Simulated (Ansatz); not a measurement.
GaN

```xyz
8
Lattice="3.1800 0.0000 0.0000 0.0000 -5.2876 0.0000 0.0000 0.0000 -5.1660" Properties=species:S:1:pos:R:3 pbc="T T T"
Ga    0.0000   -3.5251    0.0000
Ga    1.5900   -0.8813    0.0000
Ga    1.5900   -4.4063   -2.5830
Ga    0.0000   -1.7625   -2.5830
N     0.0000   -3.5251   -3.2288
N     1.5900   -0.8813   -3.2288
N     1.5900   -4.4063   -0.6458
N     0.0000   -1.7625   -0.6458
```

Space group Cmc2₁; changed on purpose from its base cell (strain -0.0400 x Voigt [0, 1, 0, 0, 0, 0], atoms carried along); not relaxed (largest force 0.5 eV/Å); computed pressure about 10 GPa in this cell.

Theory: Ansatz, DFT r2SCAN, scalar-relativistic, plane waves, PAW.

> What can the converged valence pseudo-density and electron localisation function tell about the bonding?

Ga–N (1.88 Å): ρ is about 0.86 e/Å³ halfway; the ELF peaks at about 0.85 in the valence shell of N, 0.7 Å from its nucleus, and is about 0.50 at the midpoint.
Ga–N (1.94 Å): the density is about 0.78 e/Å³ at the midpoint; the ELF peaks at about 0.85 in the valence shell of N, 0.7 Å from its nucleus, and is about 0.50 at the midpoint.

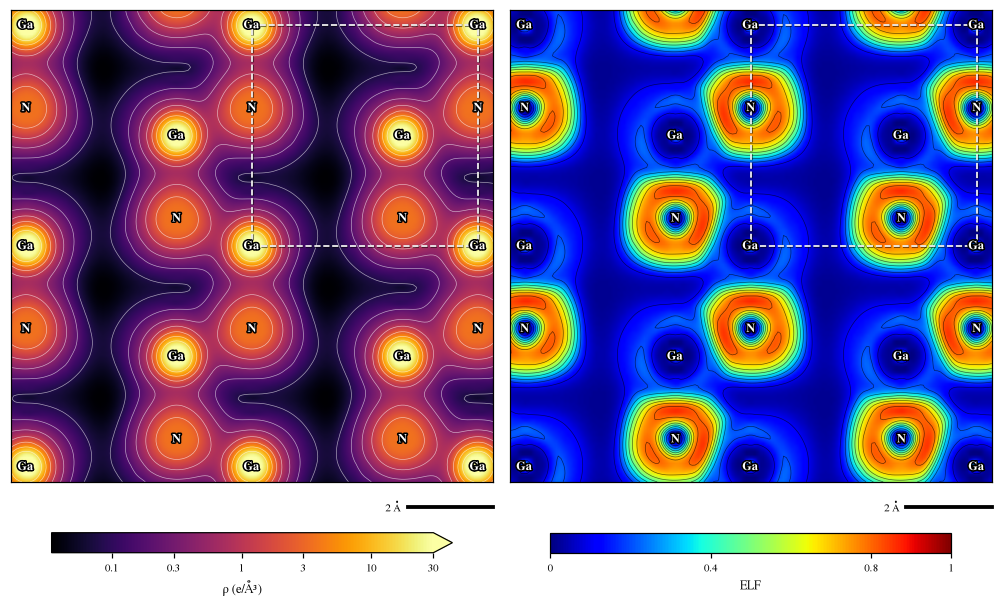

Computed valence pseudo-density and electron localisation function on the (100) plane of the conventional cell, in this order. 

Core electrons are frozen (PAW), and the valence fields are smoothed inside the atomic spheres.
